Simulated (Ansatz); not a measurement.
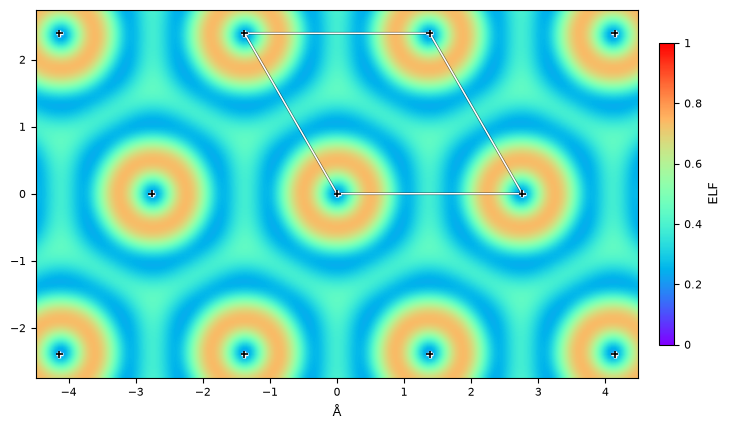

The electron localisation function on a plane through atoms (crosses mark nuclei in the plane).

The calculation used Ansatz, DFT, r2SCAN, plane waves (500 eV) with PAW, scalar-relativistic.

Candidates:
A. Ru, a = 3.15 Å, b = 3.15 Å, c = 3.15 Å, α = 90.00°, β = 90.00°, γ = 90.00°. Space group Im-3m; set up as Ru, bcc; a generated structure, not necessarily the stable one; changed on purpose from its base cell (volume × 1.12); computed pressure about −26 GPa in this cell; computed without spin polarisation.
B. Re, a = 2.76 Å, b = 2.76 Å, c = 8.90 Å, α = 90.00°, β = 90.00°, γ = 120.00°. Space group P6₃/mmc; set up as Re, dhcp; a generated structure, not necessarily the stable one; changed on purpose from its base cell (volume × 1.0); computed without spin polarisation.
C. Ge, a = 2.75 Å, b = 2.75 Å, c = 2.75 Å, α = 90.00°, β = 90.00°, γ = 90.00°. Space group Pm-3m; set up as Ge, simple cubic; a generated structure, not necessarily the stable one; changed on purpose from its base cell (volume × 1.08); computed pressure about −5 GPa in this cell.

Which system is this?

Candidate B: Re on the (001) plane of the conventional cell, which holds Re. Re–Re (2.76 Å): the ELF is about 0.40 at the midpoint.
